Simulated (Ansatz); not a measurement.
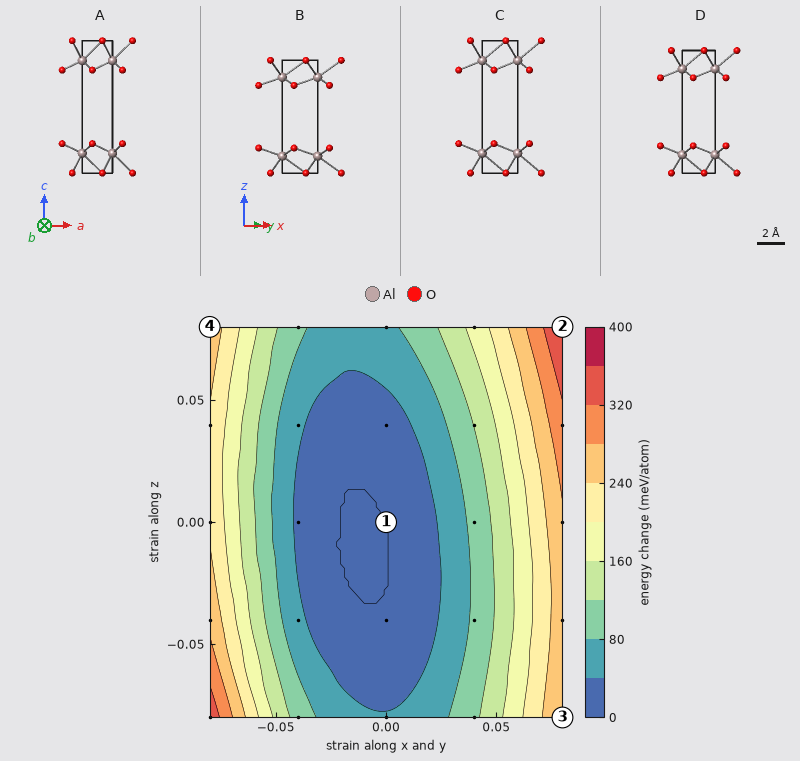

Energy scan for a crystal of Al2O3 (P-6m2), in which the cell is strained equally along x and y and separately along z, with the atoms kept at their fractional coordinates. x, y and z are the Cartesian axes of the input. The map is interpolated between the computed points (dots). The frames are shuffled; each belongs to one numbered point. A ball-and-stick model of the cell of the calculation, repeated 1 × 1 × 1 with one cell outlined, seen along the b axis.

Theory: DFT r2SCAN, scalar-relativistic, plane waves, PAW (Ansatz 0.2.0). Settings: plane-wave cutoff 500 eV; k-point mesh 12 × 12 × 4; occupations gaussian; smearing width 0.05 eV; no spin polarisation. Energies (free energies at the smearing named) are counted from the cell as listed in its source, which wasn't relaxed.

Which frame belongs to which numbered point?

Point 1 is frame D, at (0.000, 0.000) and 0 meV/atom; 2 is frame C, at (0.080, 0.080) and 362 meV/atom; 3 is frame B, at (0.080, −0.080) and 280 meV/atom; 4 is frame A, at (−0.080, 0.080) and 266 meV/atom. In pairs of (strain along x and y; strain along z): the lowest computed point lies at (0.000, 0.000) (0 meV/atom), the highest at (0.080, 0.080) (362 meV/atom). The valley is tilted: raising the in-plane strain is made harder by raising the strain along z (cross term 0.16 of the geometric mean of the two curvatures). Over the ranges scanned the energy rises more along the first axis, the in-plane strain. The pressure runs from −24.4 GPa at (0.080, 0.080) to 52.8 GPa at (−0.080, −0.080).

Limits of the set-up: layers or molecules are held without a dispersion correction, so their spacing is unreliable.
